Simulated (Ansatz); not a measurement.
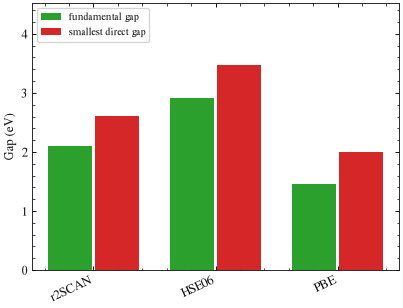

Gaps of SiO$_{2}$, space group Fm-3m (No. 225), 3 atoms in the cell, fluorite type, hydrostatic strain +2.0%, at several levels of theory on one cell (Ansatz, plane waves and PAW; edges over the mesh and the special points).

**How does the gap depend on the level, and does its kind change?**

In rising order: PBE 1.45 eV, r2SCAN 2.09 eV and HSE06 2.91 eV. It is indirect at every level.
